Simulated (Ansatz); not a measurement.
# A thicker film of SrTiO3 (001), SrO faces from four thinner ones

In a field along its normal an insulating film takes a dipole p. Written as a length, p/(ε₀AE), it should grow by 1 − 1/ε for each ångström added.

How it was computed: Ansatz 0.2.0, plane waves with PAW datasets (its set soft_2), PBE; perovskite films relaxed at a bulk in-plane lattice constant near the measured one, then held in weak fields of both signs with a dipole correction (A is the cell's area, E the outer field).

| run | distance between the outer atoms (Å) | p/(ε₀AE) (Å) |
| --- | --- | --- |
| 2 units | 7.937 | 8.862 |
| 3 units | 11.897 | 12.139 |
| 4 units | 15.855 | 15.449 |
| 5 units | 19.811 | 18.766 |
| 6 units | 23.768 | ? |

**Question.** What value belongs in the row marked “?”, and how far can the other rows tell?

A least-squares line through the 4 rows shown has slope 0.8343 and intercept 2.2281; no row lies more than 0.015 Å off it. That slope means ε = 1/(1 − 0.8343) = 6.04. At 23.768 it gives 0.8343 × 23.768 + 2.2281 = 22.058 Å, beyond the rows fitted. Rounding and scatter of the rows alone allow about ±0.025 Å there.

The run itself gives 22.086 Å: a miss of +0.028 Å, or 0.1 % of the value. The length is met to within 1 %, though ε is more sensitive than the length: the two thickest films give ε = 6.21.

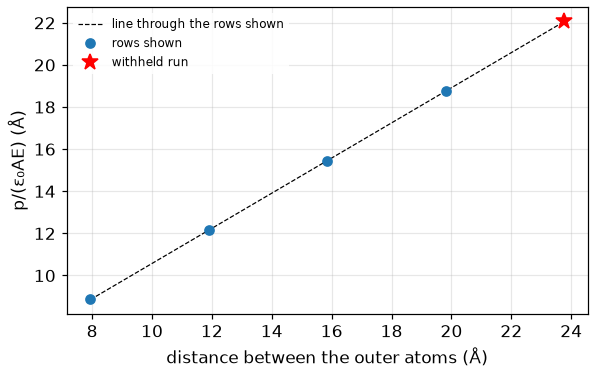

The fit and the withheld run.

Caveats: This is the electronic response alone. A unit is one step of the cut along the normal (a plane, a pair of planes or a cell), and the layers relax along it, away from their bulk spacing where the functional's lattice constant differs from the one held.
